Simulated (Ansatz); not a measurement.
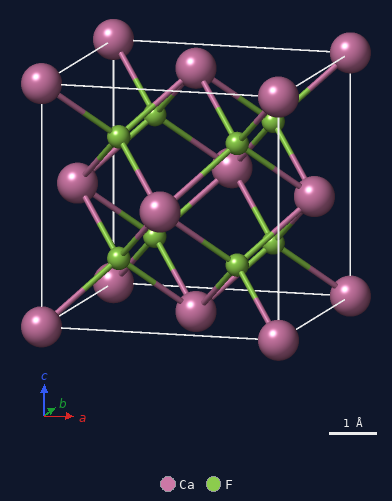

Phonons of a crystal of CaF2 relaxed at 6 GPa, space group Fm-3m (No. 225), at the zone centre. Style: ball-and-stick. Shown: the conventional cell (4 times the calculation's cell), slightly off an axis. Lengths and directions refer to the drawn axes.

These are results of DFT PBEsol, scalar-relativistic, plane waves, PAW (Ansatz), not measurements. Set-up: plane-wave cutoff 420 eV; k-point mesh 8 × 8 × 8; occupations fixed; target pressure 6 GPa; no spin polarisation.

Frequencies are those without the non-analytic (LO–TO) term.

> Which optical modes does it have, at what frequencies, and is it stable there?

The calculation's cell holds 3 atoms, so there are 6 optical modes, in 2 levels. The optical modes span T₁u + T₂g. No level is unstable.

| level | symmetry | frequency (cm⁻¹) | activity |
| --- | --- | --- | --- |
| 1 | T₁u | 291 | infrared-active |
| 2 | T₂g | 351 | Raman-active |

The modes drawn as arrows (one member of each degenerate set):

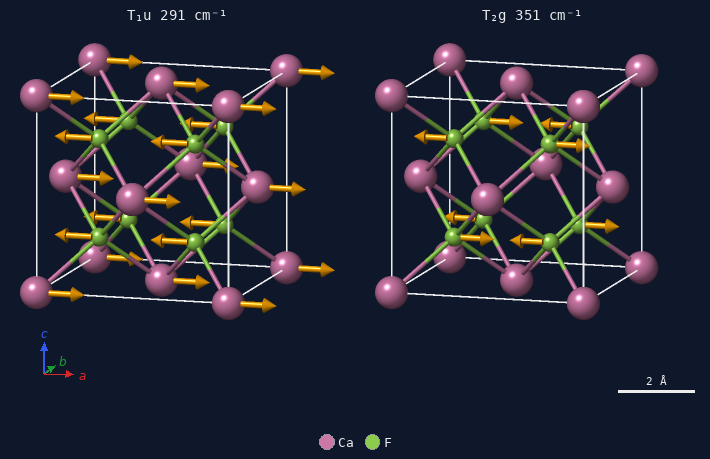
